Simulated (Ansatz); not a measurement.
Si: several calculations on one system

## 1. Relaxation

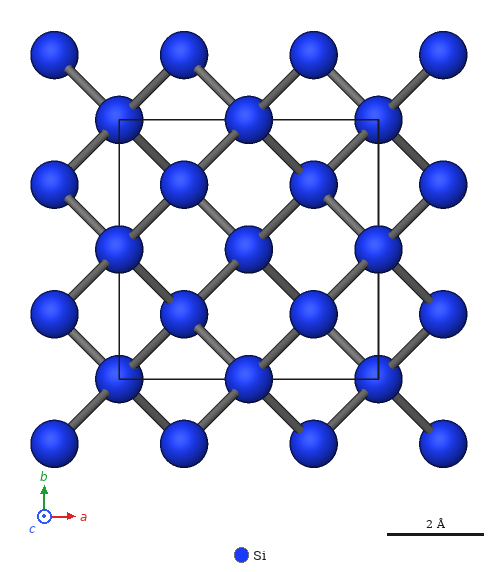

This is the input geometry for a relaxation of crystalline Si (set up in Fd-3m). The picture is a ball-and-stick view of the conventional cell (4 times the calculation's cell), seen along the c axis. Lengths and directions refer to the drawn axes.

These are results of DFT PBE, scalar-relativistic, plane waves, PAW (Ansatz 0.2.0), not measurements.

Input
```yaml
crystal:
  lattice:
    - [0.0, 2.72185119, 2.72185119]
    - [2.72185119, 0.0, 2.72185119]
    - [2.72185119, 2.72185119, 0.0]
  atoms:
    - { symbol: Si, position: [0.75, 0.75, 0.75] }
    - { symbol: Si, position: [0.5, 0.5, 0.5] }
basis:
  ecutwfc: 420
kpoints:
  mp_grid: { grid: [8, 8, 8] }
hamiltonian:
  xc: pbe
scf:
  occupations: { method: gaussian, width: 0.02 }
output:
  forces: true
  stress: true
  eigenvalues: true
relax:
  adjacent_minimum: "off"
  f_tol: 0.005
  max_steps: 80
  cell: { stress_tol: 0.05 }
```

Launched with:
```bash
ansatz run input.yaml --threads 8 --pin off --max-ram 20480MiB --backend cpu --events-out ev --progress --plain --runs-dir out
```

What does the optimiser find from here?

The atoms keep their places relative to the cell (all moves are under 0.005 Å). Cell: a = b = c 5.444 → 5.470 Å (+0.5 %). Volume +1.5 %. Among the contacts that change: Si1–Si2 2.357 → 2.369 Å. The space group stays Fd-3m (No. 227). Over 2 accepted moves (3 points after the start) the energy falls by 2.5 meV per cell of the calculation. All forces vanish by symmetry, so only the cell relaxes. The pressure goes from 1.34 to 0.01 GPa. The SCF was repeated once at an unchanged geometry on a basis and grid sized afresh for the cell, which shifted the energy by 0.1 meV per cell of the calculation at most. The run took 0.53 s on 8 threads of Intel(R) Xeon(R) 6975P-C (Granite Rapids), with other jobs on the host, peak memory 0.37 GiB.

## 2. Relaxation

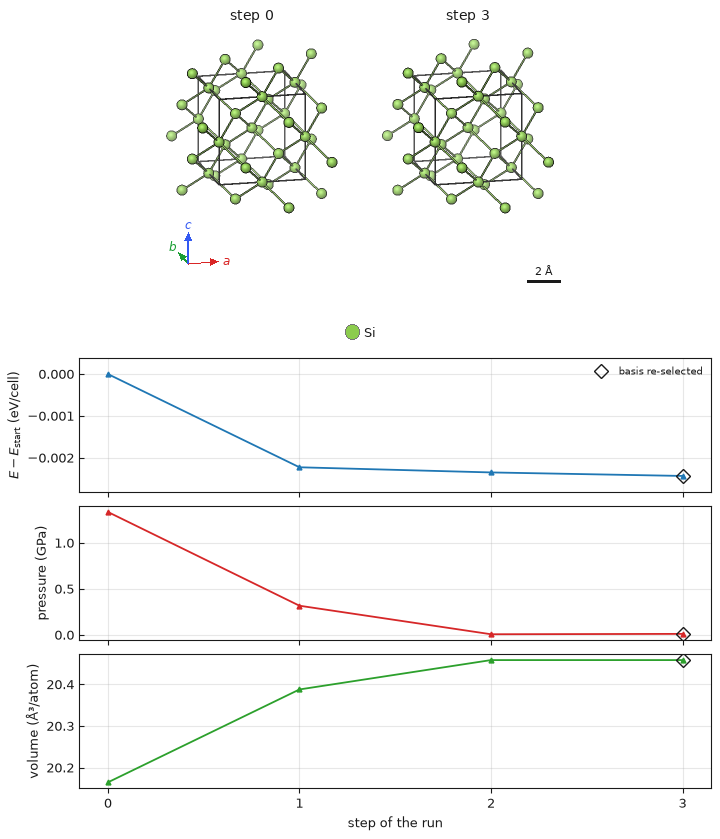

First and last geometry of a relaxation of solid Si (set up in Fd-3m), with the history of the run. A ball-and-stick model of the conventional cell (4 times the calculation's cell), seen slightly off an axis. Lengths and directions refer to the drawn axes.

Level of theory: Ansatz 0.2.0, DFT PBE, scalar-relativistic, plane waves, PAW; settings changed.

Input
```yaml
crystal:
  lattice:
    - [0.0, 2.72185119, 2.72185119]
    - [2.72185119, 0.0, 2.72185119]
    - [2.72185119, 2.72185119, 0.0]
  atoms:
    - { symbol: Si, position: [0.75, 0.75, 0.75] }
    - { symbol: Si, position: [0.5, 0.5, 0.5] }
basis:
  ecutwfc: 420
kpoints:
  mp_grid: { grid: [10, 10, 10] }
hamiltonian:
  xc: pbe
scf:
  occupations: { method: gaussian, width: 0.02 }
output:
  forces: true
  eigenvalues: true
  stress: true
relax:
  adjacent_minimum: "off"
  f_tol: 0.005
  max_steps: 80
  cell: { stress_tol: 0.05 }
```

Launched with:
```bash
ansatz run input.yaml --threads 8 --pin off --max-ram 20480MiB --backend cpu --events-out ev --progress --plain --runs-dir out
```

### What do the curves and the structures tell?

It converged. Over 2 accepted moves (3 points after the start) the energy falls by 2.4 meV per cell of the calculation. All forces vanish by symmetry, so only the cell relaxes. The pressure goes from 1.34 to 0.01 GPa. At 1 point the geometry stayed and the basis and grid were re-selected for the new cell (energy shift of 0.1 meV per cell of the calculation at most each time). No atom moves by more than 0.005 Å relative to the cell. The drawn cell changes as follows: a = b = c 5.444 → 5.470 Å (+0.5 %); the volume changes by +1.5 %. Some distances before and after: Si1–Si2 2.357 → 2.369 Å. The space group stays Fd-3m (No. 227). Cost: 0.64 s on 8 threads of Intel(R) Xeon(R) 6975P-C (Granite Rapids) (shared host), peak memory 0.38 GiB.

## 3. Path

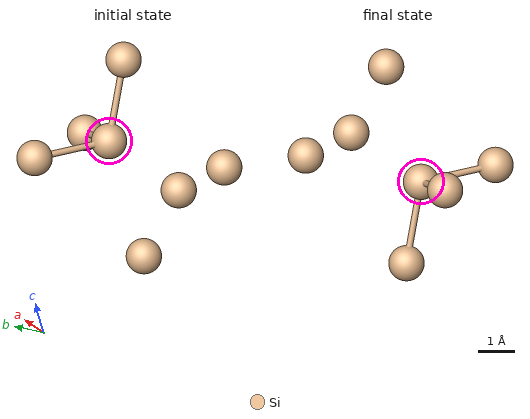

The two relaxed end points of a path for a defect cell of composition Si (cell charge −2) (53 atoms in the cell). Style: ball-and-stick. Shown: the atoms within 3.9 Å of the middle of the path, from a free direction. The moving atom is ringed, with any periodic copies. Bonds to atoms that aren't drawn are left out.

Computed with DFT PBE, scalar-relativistic, plane waves, PAW (Ansatz).

Settings: plane-wave cutoff 420 eV; k-point mesh 2 × 2 × 2; Gaussian smearing 0.02 eV; 5 movable images; climbing image.

Question: What barrier does the band find between them, and by what path?

Answer: The two ends have the same energy, and the highest point, image 2, lies 0.092 eV above the start. A Si atom travels furthest, 1.77 Å from end to end, along [−1 −1 −1], on a straight line. At the highest image its nearest neighbour (Si) is 2.60 Å away, against 2.40 Å at the start, and the surrounding atoms stand up to 0.14 Å off the mean of their end positions. Breaking: 3 Si–Si (2.40 → 3.38 Å). Forming: 3 Si–Si (3.38 → 2.40 Å). The band is converged.

Energies of the converged images:

| image | path (Å) | E (eV) |
| --- | --- | --- |
| 0 | 0.00 | 0.000 |
| 1 | 0.40 | 0.040 |
| 2 | 0.80 | 0.092 |
| 3 | 1.14 | 0.084 |
| 4 | 1.47 | 0.086 |
| 5 | 1.81 | 0.027 |
| 6 | 2.14 | 0.000 |

The geometry at the top of the path:

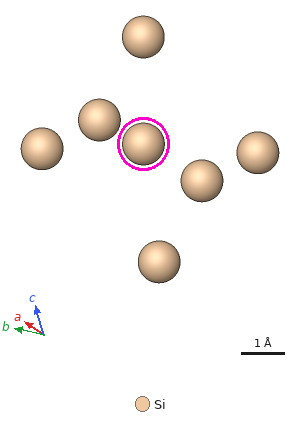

Limits of the set-up: the cell is charged, on a uniform background, and energies carry no finite-size correction.
